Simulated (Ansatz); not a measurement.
**SnO: density, localisation and related maps**

Input

```
crystal:
  lattice:
    - [3.8370962941, 0.0, 0.0]
    - [0.0, 3.8370962941, 0.0]
    - [0.0, 0.0, 4.7621297486]
  atoms:
    - { symbol: Sn, position: [0.0, 0.5, 0.2432421493] }
    - { symbol: Sn, position: [0.5, 0.0, 0.7567578507] }
    - { symbol: O, position: [0.0414633915, 0.0414633915, 0.0] }
    - { symbol: O, position: [0.5, 0.5, 0.0] }
basis:
  ecutwfc: 420
kpoints:
  mp_grid: { grid: [12, 12, 10] }
hamiltonian:
  xc: pbe
  dispersion: d3bj
scf:
  occupations: { method: gaussian, width: 0.15 }
output:
  forces: true
  stress: true
  eigenvalues: true
  write_density: true
  write_potential: true
  elf: true
  volumetric_format: npy
```

Run with:

```sh
ansatz run input.yaml --threads 1 --pin off --max-ram 2560MiB --backend cpu --events-out ev --progress --plain --runs-dir out
```

Below, planes, directions and counts refer to the conventional cell (a = 5.43 Å, b = 5.43 Å, c = 4.76 Å, α = 90.00°, β = 90.00°, γ = 90.00°).

Space group C2; changed on purpose from its base cell (atom 3 (O) moved -0.225 A towards its neighbour atom 4 (O) at 2.713 A); not relaxed (largest force 1.8 eV/Å).

These are results of Ansatz, DFT PBE+D3(BJ), scalar-relativistic, plane waves, PAW, not measurements.

The density is the valence pseudo-density of a PAW calculation; it isn't the true density close to the nuclei.

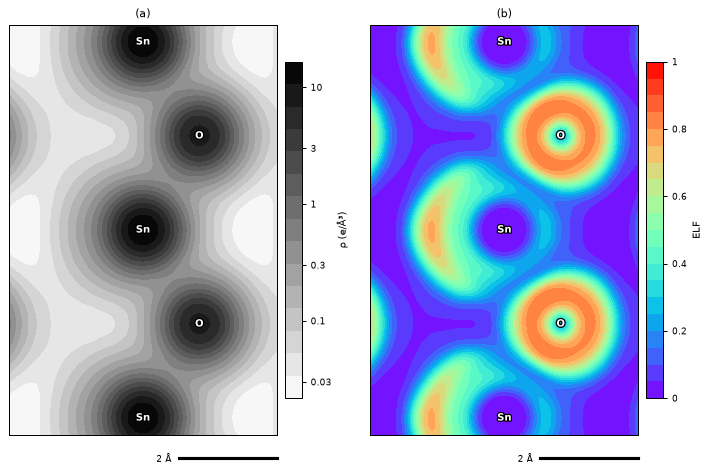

Figure 1. (a) valence charge density (pseudo); (b) electron localisation function on the (110) plane of the conventional cell.

Q: What does the map show?

A: The plane passes through Sn and O nuclei.
Sn–O (2.24 Å): ρ at the midpoint is about 0.46 e/Å³; the ELF peaks at about 0.85 in the valence shell of O, 0.6 Å from its nucleus, and is about 0.20 at the midpoint: no shared electron pair shows on this line.
Between the atoms the lowest density in this plane is 0.02 e/Å³.

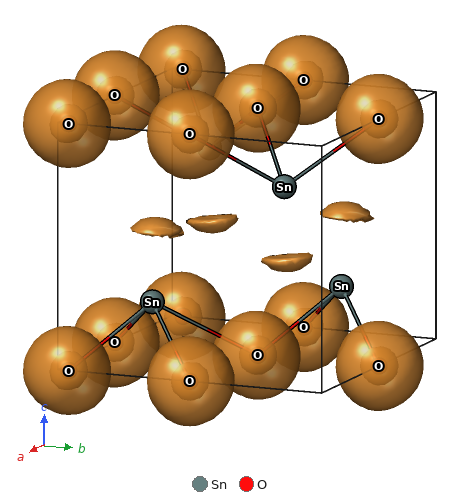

Figure 2. Isosurface of the ELF at 0.7 (orange), seen slightly off an axis. Only the valence region is drawn (cores and ρ < 0.01 e/Å³ removed). Sticks mark near contacts.

Q: Where are the electrons localised?

A: The surface consists of four lobes on Sn, pointing away from the bonds (lone pairs) and four regions wrapped around O (the valence shell of each), counted in one cell of 8 atoms. Regions shared between cells count once.


Sn–O (2.11 Å): the ELF peaks at about 0.85 in the valence shell of O, 0.6 Å from its nucleus, and is about 0.20 at the midpoint (no localised pair shows between them).

Q: Metal or insulator at this level of theory?

A: It is metallic or semimetallic at this level of theory: no gap opens.
